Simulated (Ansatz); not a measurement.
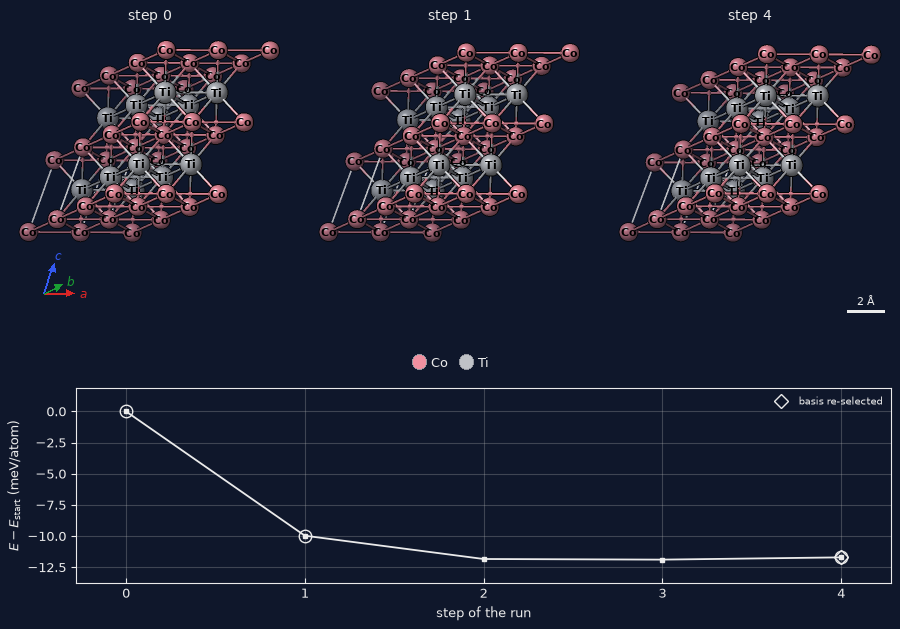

Frames of a relaxation of crystalline TiCo (built on the CuPt (L1 type), marked on the history of the run. Style: ball-and-stick. Shown: the reduced cell, repeated 2 × 3 × 2 with one cell outlined, from a free direction. Lengths and directions refer to the drawn axes.

Case: no spin polarisation.

Computed with Ansatz, DFT r2SCAN, scalar-relativistic, plane waves, PAW.

Input
```yaml
crystal:
  lattice:
    - [1.5616395822, 1.5616395822, 3.5762512557]
    - [1.5616395822, 3.5762512557, 1.5616395822]
    - [3.5762512557, 1.5616395822, 1.5616395822]
  atoms:
    - { symbol: Co, position: [0.0, 0.0, 0.0] }
    - { symbol: Ti, position: [0.5, 0.5, 0.5] }
basis:
  ecutwfc: 500
kpoints:
  mp_grid: { grid: [18, 18, 18] }
hamiltonian:
  xc: r2scan
scf:
  occupations: { method: gaussian, width: 0.1 }
  lower_state_search: "off"
output:
  forces: true
  stress: true
  eigenvalues: true
  write_density: true
  write_potential: true
  elf: true
  volumetric_format: npy
relax:
  adjacent_minimum: "off"
  f_tol: 0.01
  max_steps: 60
  cell: { stress_tol: 0.05 }
```

Launched with:
```bash
ansatz run input.yaml --threads 1 --pin off --max-ram 2560MiB --backend cpu --events-out ev --progress --plain --runs-dir out
```

Describe the path.

Answer. No atom moves by more than 0.005 Å relative to the cell. The volume changes by −2.4 %, with a = b 2.849 → 2.863 Å (+0.5 %), c 4.203 → 4.089 Å (−2.7 %), α 70.2° → 69.5°, β 70.2° → 69.5°. Among the contacts that change: Co1–Ti2 2.539 → 2.496 Å, Co1–Co1 2.849 → 2.863 Å, Ti2–Ti2 2.849 → 2.863 Å. The space group stays R-3m (No. 166). The energy falls by 11.7 meV per atom in 3 accepted moves (4 points after the start). All forces vanish by symmetry, so only the cell relaxes. Pressure: −4.48 GPa at the start and 0.01 GPa at the end. At 1 point the geometry stayed and the basis and grid were re-selected for the new cell (energy shift of 0.2 meV per atom at most each time). From step 0 to 1: volume −1.9 %, energy −10.0 meV per atom. From step 1 to 4: volume −0.5 %, energy −1.7 meV per atom.

Limits of the set-up: an element that often carries a moment was run without spin polarisation.
